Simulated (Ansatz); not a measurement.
## Quasi-harmonic thermodynamics of BAs (F-43m)

Aim: the lattice, expansion, heat capacity and bulk modulus of BAs as it warms.

Measurements to reproduce:
- volume expansion coefficient 11.55 1e-6/K near room temperature (given in “Basic Physical Properties of Cubic Boron Arsenide (three times its linear coefficient)”, 2019, arxiv:1911.11281)
- volume expansion coefficient 10.8 1e-6/K near room temperature (given in “Thermal expansion coefficients of high thermal conducting BAs and BP materials (three times its linear coefficient)”, 2019, arxiv:1906.04101)

Program: Ansatz 0.2.0. Level of theory: DFT LDA, scalar-relativistic, plane waves, PAW. Results are calculated unless marked as measured.

### 1. Starting point

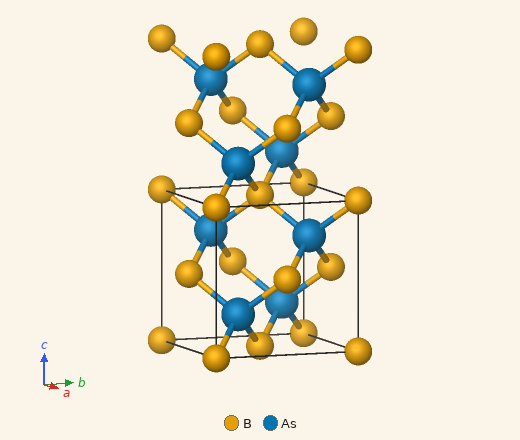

Start, viewed slightly off an axis; boron orange, arsenic blue. 1×1×2 cells are drawn. This picture shows the conventional cell, with its axes. Bonds to atoms that aren't drawn are left out. Some periodic images of atoms are drawn too.

### 2. Probe on a coarse mesh

Before spending time, one coarse run tells the gap and the pressure of the starting cell.

The input, input.yaml:

```yaml
crystal:
  lattice:
    - [0.0, 2.3885, 2.3885]
    - [2.3885, 0.0, 2.3885]
    - [2.3885, 2.3885, 0.0]
  atoms:
    - { symbol: B, position: [0.0, 0.0, 0.0] }
    - { symbol: As, position: [0.25, 0.25, 0.25] }
kpoints:
  mp_grid: { grid: [6, 6, 6] }
hamiltonian:
  xc: lda
scf:
  occupations: { method: gaussian, width: 0.1 }
output:
  forces: true
  stress: true
  eigenvalues: true
```

Command:

```console
> ansatz run input.yaml --threads 4 --pin off --max-ram 16384MiB --backend cpu --events-out ev --progress --plain --runs-dir out
```

Numbers of over 12 decimals in the logs are rounded to 6 here.

Output:

```text
Engine: ansatz 0.2.0, aarch64-unknown-linux-gnu
Pseudopotentials: kind: paw
Pseudopotential: B, paw, valence charge 3, recommended cutoff 420 eV (normal), B.paw.azcp
Pseudopotential: As, paw, valence charge 15, recommended cutoff 420 eV (normal), As.paw.azcp
Functional definition: SPW92
  exchange = slater_x
  correlation = pw_c
Crystal: 2 atoms, lattice volume = 27.252 Å³
Basis set: ecut = 420 eV, 531 PW (Γ)
Bands: 13, of which v1, the nominal top of the filled ones, is band 9 counted from 1 (8 counted from 0)
Symmetry: 24 space group operations
Space group: F-43m (ITA 216), of the structure as read, at distance tolerance 3.0e-5 Å
k-points: 16 of 216 (time reversal used)
Non-local potential: B, projectors of the file, l = 0: 2, l = 1: 2, l = 2: 1
Non-local potential: As, projectors of the file, l = 0: 2, l = 1: 2, l = 2: 3, l = 3: 1
PAW form: soft (Blöchl's): semilocal exchange-correlation on the pseudo side does not see the compensation charge
PAW frozen core: B, regenerated for the run's functional, and the local potential with it (the file was generated under x = pbe(κ = 0.804, μ = 0.219515), c = pbe(β = 0.066725))
PAW frozen core: As, regenerated for the run's functional, and the local potential with it (the file was generated under x = pbe(κ = 0.804, μ = 0.219515), c = pbe(β = 0.066725))
PAW one-centre angular grid: B, 110 points (default); XC on 64 Gauss nodes
PAW one-centre angular grid: As, 590 points (default); XC on 64 Gauss nodes
Initial density: superposition of atomic densities (neutral atoms: chi_scale 0, normalization atom), corrected by the library's trained network
Initial wavefunctions: pseudopotential atomic-orbital guess
Functional: x = slater, c = lda
SCF iter   1: F=—  HF=-4923.505033 eV  |F-HF|=—  |Δ(HF+E_count)|=         —  Δρ=7.05e-3  dr2=1.36e-2  ethr=1.77e-3  ⟨swp⟩=5.1  Hψ=1165  notcnv=0
preconditioner: auto → none  [insulator: Δε(μ)=1.226 eV  Ē_g=12.353 eV  σ=0.100 eV  W_gap=1.00  n_scr=8 (ndim 8)  ℏωp=20.1 eV  f_vac=0.001  D(μ)=0.00/eV (n_scr^D=0)  ε∞_Penn≈3.7]
SCF iter   2: F=—  HF=-4923.500694 eV  |F-HF|=—  |Δ(HF+E_count)|=   4.34e-3  Δρ=2.14e-3  dr2=7.56e-4  ethr=7.58e-5  ⟨swp⟩=1.7  Hψ=353  notcnv=0
SCF iter   3: F=—  HF=-4923.500347 eV  |F-HF|=—  |Δ(HF+E_count)|=   3.47e-4  Δρ=1.03e-3  dr2=1.24e-4  ethr=4.20e-6  ⟨swp⟩=2.0  Hψ=350  notcnv=0
SCF iter   4: F=—  HF=-4923.500321 eV  |F-HF|=—  |Δ(HF+E_count)|=   2.65e-5  Δρ=3.61e-4  dr2=1.38e-5  ethr=6.88e-7  ⟨swp⟩=1.0  Hψ=208  notcnv=0
SCF iter   5: F=—  HF=-4923.500317 eV  |F-HF|=—  |Δ(HF+E_count)|=   3.78e-6  Δρ=5.95e-5  dr2=3.95e-7  ethr=7.65e-8  ⟨swp⟩=2.0  Hψ=342  notcnv=0
SCF iter   6: F=-4923.500317 eV  HF=-4923.500317 eV  |F-HF|=3.44e-10  |Δ(HF+E_count)|=   1.14e-8  Δρ=5.00e-6  dr2=2.33e-9  ethr=5.56e-10  ⟨swp⟩=4.8  Hψ=818  notcnv=0
SCF 1 converged in 6 iterations: F = -4923.500317 eV  dr2 = 2.33e-9
  greatest PAW one-centre occupation: 0.999 electrons in one spin orbital (limit 2), on the As atom at site 1 (counted from 0), in its partial waves of l = 2
SCF converged after 6 iterations
Free energy (F): -4923.500317 eV
Harris-Foulkes:  -4923.500317 eV  (|F-HF|=3.44e-10)
Internal energy: -4923.500317 eV  (E = F + TS)
E sigma→0 (E₀):  -4923.500317 eV
Fermi energy:    11.457807 eV
--- Per-component energies (eV) ---
  E_band       = -216.122049
  E_kinetic    = 152.713922
  E_local      = -1703.193200  (includes V_loc(G=0)·N_el)
  E_nonlocal   = -652.022227
  E_hartree    = 941.560423
  E_xc         = -111.066757
  E_vxc        = -117.903470  (∫ρ·V_xc dr)
  E_paw        = -1827.838554  (= ΣΔE_a)
  E_vpaw       = 221.161843  (= ΣTr[D̂ρ^β])
  E_aug_tail   = 0.000008  (compensation charges beyond the density's cutoff)
  E_ewald      = -1725.774997
  E_core_change = 2.121064  (= ΣΔE_core)
  E_smearing   = -0.000000  (= −TS)
  E_closure    = -0.000000  (closes the sum)
  Σ components = -4923.500317   (vs F -4923.500317, Δ=0.00e0)
--- Forces (eV/Å), atoms counted from 1 ---
  atom   1  B      0.00000000    -0.00000000     0.00000000
  atom   2  As     0.00000000    -0.00000000     0.00000000
  max |Σ_I F_I| component: 5.20e-16 eV/Å
--- Stress (GPa, compression-positive) ---
       -3.895576      -0.000000      -0.000000
       -0.000000      -3.895576       0.000000
       -0.000000       0.000000      -3.895576
  P = ⅓ Tr σ = -3.8956 GPa (-38.956 kbar)
--- Band table (eV; the first three rows and the last of 16) ---
  k-point 0: bands = [... 5 lower, -4.5470, 10.8467, 10.8467, 10.8467, 14.0971, 14.0971, 14.0971, 15.4934]
  k-point 1: bands = [... 5 lower, -4.0959, 7.8988, 10.1668, 10.1668, 14.1066, 14.9811, 14.9811, 17.4417]
  k-point 2: bands = [... 5 lower, -2.8369, 4.1309, 9.3357, 9.3357, 13.6827, 15.6504, 15.6504, 19.4008]
  k-point 15: bands = [... 5 lower, -0.3135, 2.7696, 5.6916, 5.8847, 14.6011, 14.7455, 19.4649, 19.6312]
```

The job ended after 0.78 s (4 threads of Arm Neoverse V2, shared host; peak memory 0.26 GiB).

A gap read on the k-mesh alone can miss the band edges.

Numbers from this step:

- pressure: -3.896 GPa
- gap on the k-mesh: 1.228 eV
- volume per atom: 13.63 Å³

The start is under -3.9 GPa at this level and looks like an insulator or semiconductor on this mesh.

### 3. Finding the static equilibrium

The vibrations must be taken about the equilibrium of this functional, not about the starting cell, so the structure is relaxed.

input.yaml, the sections that differ from step 2:

```yaml
kpoints:
  mp_grid: { grid: [10, 10, 10] }
scf:
  occupations: { method: gaussian, width: 0.02 }
output:
  forces: true
  stress: true
  eigenvalues: true
  write_density: true
  write_potential: true
  elf: true
  volumetric_format: npy
relax:
  adjacent_minimum: "off"
  f_tol: 0.005
  max_steps: 80
  cell: { stress_tol: 0.05 }
# crystal, hamiltonian: as in step 2
```

Output:

```text
[...]
Crystal: 2 atoms, lattice volume = 27.252 Å³
Basis set: ecut = 420 eV, 531 PW (Γ)
Bands: 13, of which v1, the nominal top of the filled ones, is band 9 counted from 1 (8 counted from 0)
Symmetry: 24 space group operations
[...]
k-points: 47 of 1000 (time reversal used)
[...]
SCF iter   1: F=—  HF=-4923.523861 eV  |F-HF|=—  |Δ(HF+E_count)|=         —  Δρ=7.15e-3  dr2=1.40e-2  ethr=1.77e-3  ⟨swp⟩=6.0  Hψ=3359  notcnv=0
[...]
SCF iter   6: F=-4923.519197 eV  HF=-4923.519197 eV  |F-HF|=8.55e-11  |Δ(HF+E_count)|=   1.45e-8  Δρ=4.74e-6  dr2=2.15e-9  ethr=5.56e-10  ⟨swp⟩=7.3  Hψ=3008  notcnv=0
SCF 1 converged in 6 iterations: F = -4923.519197 eV  dr2 = 2.15e-9
[...]
relax step   1: F+E_penalty+E_count = -4923.51919678 eV  Δ(F+E_penalty+E_count) = +0.000e0 eV  max|allowed force component| = 2.776e-16 eV/Å  Δτ_max = 0.0000 Å  P = -3.928 GPa  Ω = 27.252 Å³  (6 SCF iters, dr2 threshold 1.00e-7 eV, accepted)
Crystal: 2 atoms, lattice volume = 26.695 Å³
[...]
iter 1 solved again at ethr=2.29e-5 eV; its pass at ethr=3.10e-3 eV (dr2=4.11e-3 eV) is discarded
[...]
SCF iter   5: F=-4923.528406 eV  HF=-4923.528406 eV  |F-HF|=4.89e-9  |Δ(HF+E_count)|=   7.72e-7  Δρ=2.19e-5  dr2=1.01e-7  ethr=1.11e-9  ⟨swp⟩=5.5  Hψ=3392  notcnv=0
SCF 2 converged in 5 iterations: F = -4923.528406 eV  dr2 = 1.01e-7
relax step   2: F+E_penalty+E_count = -4923.52840562 eV  Δ(F+E_penalty+E_count) = -9.209e-3 eV  max|allowed force component| = 1.251e-16 eV/Å  Δτ_max = 0.0000 Å  P = -1.089 GPa  Ω = 26.695 Å³  energy of the carried Pulay correction = +3.951e-4 eV  (5 SCF iters, dr2 threshold 2.00e-7 eV, accepted)
Crystal: 2 atoms, lattice volume = 26.487 Å³
[...]
SCF iter   5: F=-4923.529234 eV  HF=-4923.529234 eV  |F-HF|=2.64e-9  |Δ(HF+E_count)|=   1.42e-7  Δρ=9.74e-6  dr2=2.15e-8  ethr=1.11e-9  ⟨swp⟩=7.0  Hψ=3129  notcnv=0
SCF 3 converged in 5 iterations: F = -4923.529234 eV  dr2 = 2.15e-8
relax step   3: F+E_penalty+E_count = -4923.52923357 eV  Δ(F+E_penalty+E_count) = -8.280e-4 eV  max|allowed force component| = 1.467e-17 eV/Å  Δτ_max = 0.0000 Å  P = +0.049 GPa  Ω = 26.487 Å³  energy of the carried Pulay correction = +5.446e-4 eV  (5 SCF iters, dr2 threshold 2.00e-7 eV, accepted)
[...]
SCF iter   5: F=-4923.528728 eV  HF=-4923.528728 eV  |F-HF|=3.64e-12  |Δ(HF+E_count)|=  8.19e-11  Δρ=2.53e-7  dr2=4.18e-12  ethr=1.00e-12  ⟨swp⟩=4.0  Hψ=2509  notcnv=0
SCF 4 converged in 5 iterations: F = -4923.528728 eV  dr2 = 4.18e-12
relax step   4: F+E_penalty+E_count = -4923.52872816 eV  Δ(F+E_penalty+E_count) = +5.054e-4 eV  max|allowed force component| = 3.238e-17 eV/Å  Δτ_max = 0.0000 Å  P = +0.030 GPa  Ω = 26.487 Å³  stress off target by 2.97e-2 GPa  SCF on the basis re-selected at this cell (its energy is not comparable with the rows above)  (5 SCF iters)
basis re-selected at this cell: Δ(F+E_penalty+E_count) = +5.054e-4 eV, ΔP = -0.020 GPa vs the last step (what re-selecting the basis moved, of the pressure what is left beyond the Pulay correction that the steps carried, after the strain that the cell walked since its last selection, with what the two solves' SCF thresholds leave and, on support functions, any second-order correction that the steps lacked; it is no m [...]
SCF converged after 5 iterations
Free energy (F): -4923.528728 eV
[...]
Internal energy: -4923.528728 eV  (E = F + TS)
E sigma→0 (E₀):  -4923.528728 eV
Fermi energy:    11.851181 eV
[...]
--- Stress (GPa, compression-positive) ---
        0.029666      -0.000000      -0.000000
       -0.000000       0.029666       0.000000
       -0.000000       0.000000       0.029666
  P = ⅓ Tr σ = 0.0297 GPa (0.297 kbar)
--- Band table (eV; the first three rows and the last of 47) ---
  k-point 0: bands = [... 5 lower, -4.3532, 11.2991, 11.2991, 11.2991, 14.5892, 14.5892, 14.5892, 16.3118]
  k-point 1: bands = [... 5 lower, -4.1853, 9.8920, 10.9883, 10.9883, 14.7773, 14.9973, 14.9973, 17.1273]
  k-point 2: bands = [... 5 lower, -3.6897, 7.4886, 10.3994, 10.3994, 14.6122, 15.7279, 15.7279, 18.6500]
  k-point 46: bands = [... 5 lower, 0.0664, 3.1796, 5.7673, 6.0248, 15.8131, 16.1591, 19.2774, 19.2799]
--- Relaxed structure (3 steps of the walk, 3 accepted, 1 SCFs on fresh bases) ---
  F+E_penalty+E_count = -4923.52872816 eV   max|allowed force component| = 3.238e-17 eV/Å   (the final SCF, on the basis selected at the relaxed cell)
  cell:  # Å, volume = 26.4871 Å³
    - [0, 2.365927, 2.365927]
    - [2.365927, 0, 2.365927]
    - [2.365927, 2.365927, 0]
  atoms:
    - { symbol: B, position: [0, 0, 0] }
    - { symbol: As, position: [0.25, 0.25, 0.25] }
```

Elapsed: 2.3 s, on 4 threads; peak memory 0.32 GiB.

Step by step:

```tsv
step	energy less that of the first step (eV)	largest force component (eV/Å)	pressure (GPa)	volume (Å³)
1	0.0000	0.0000	-3.93	27.25
2	-0.0092	0.0000	-1.09	26.69
3	-0.0100	0.0000	0.05	26.49
4*	-0.0095	0.0000	0.03	26.49
```

Relaxation steps marked * repeat the geometry before them on a plane-wave basis chosen anew for their cell, so energy and pressure can jump there.

The run keeps the 24 symmetry operations that it works with, so distortions that break them were not tested.

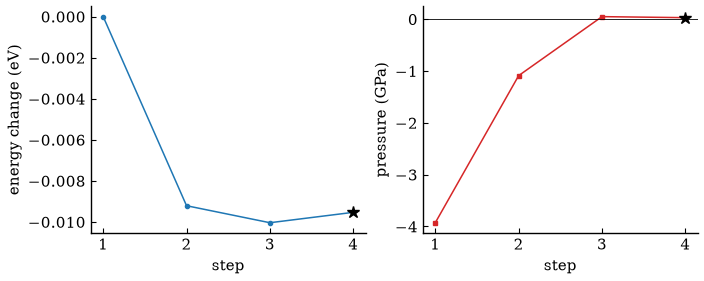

Energy and pressure along the relaxation. Stars mark steps on a basis chosen anew.

```tsv
conventional cell, symmetrised	before	after	change
a (Å)	4.777	4.732	-0.9 %
b (Å)	4.777	4.732	-0.9 %
c (Å)	4.777	4.732	-0.9 %
volume (Å³/atom)	13.63	13.24	-2.8 %
```

The relaxed structure:

```cif
data_structure
_symmetry_space_group_name_H-M 'P 1'
_symmetry_Int_Tables_number 1
_cell_length_a 3.3459
_cell_length_b 3.3459
_cell_length_c 3.3459
_cell_angle_alpha 60.000
_cell_angle_beta 60.000
_cell_angle_gamma 60.000
_cell_volume 26.49
loop_
_atom_site_label
_atom_site_type_symbol
_atom_site_fract_x
_atom_site_fract_y
_atom_site_fract_z
_atom_site_occupancy
B1 B 0.00000 0.00000 0.00000 1
As2 As 0.25000 0.25000 0.25000 1
```

Numbers from this step:

```
pressure          : 0.02967 GPa
gap on the k-mesh : 1.104 eV
volume per atom   : 13.24 Å³
```

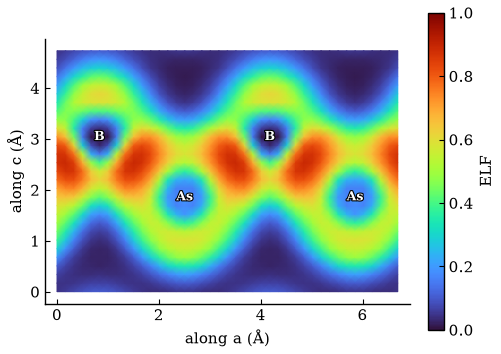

ELF in the ac plane of a cell with a along [110], b along [-110] and c along [001] of the cube at fractional y = 0.000, with atoms of B and As within 0.2 Å of it. It is the smooth field of the valence electrons, not physical close to the nuclei. The map starts off the cell's origin, so that atoms lie inside it.

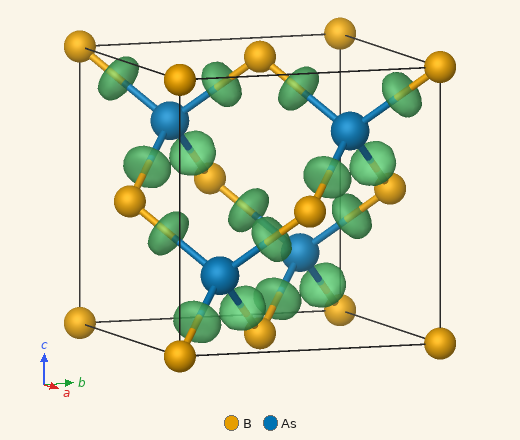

Surface of ELF = 0.81. Bonds to atoms that aren't drawn are left out.

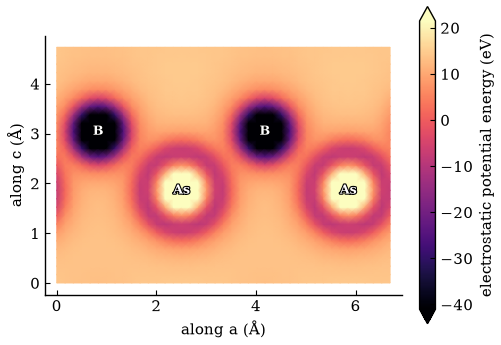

Electrostatic potential energy in the ac plane of a cell with a along [110], b along [-110] and c along [001] of the cube at fractional y = 0.000, with atoms of B and As within 0.2 Å of it. With pseudopotentials it is smooth inside the atoms' cores, unlike the true potential. The map starts off the cell's origin, so that atoms lie inside it.

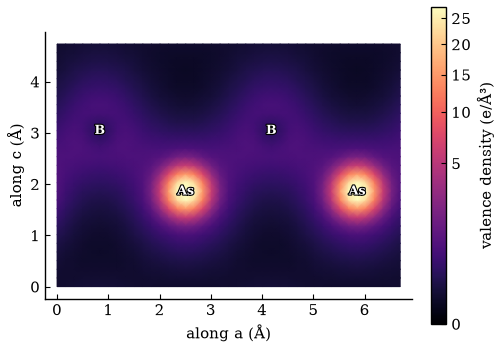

Valence density in the ac plane of a cell with a along [110], b along [-110] and c along [001] of the cube at fractional y = 0.000, with atoms of B and As within 0.2 Å of it. It is the smooth field of the valence electrons, not physical close to the nuclei. The map starts off the cell's origin, so that atoms lie inside it. The colour scale is stretched toward low values.

The relaxation ends with a pressure of 0.03 GPa.

(Part 1 of 3 ends here.)

[Logs are printed without paths, hosts, clocks, repeated set-up lines and the standing remarks that a program may print on its own settings, such as how far it seeks lower states.]

[Hosts, paths, dates, database ids (printed as entryN), source tags and the programs' standing remarks are cut or masked in the printed files.]

[A step with changed settings may run another functional than the one named; its input shows which.]
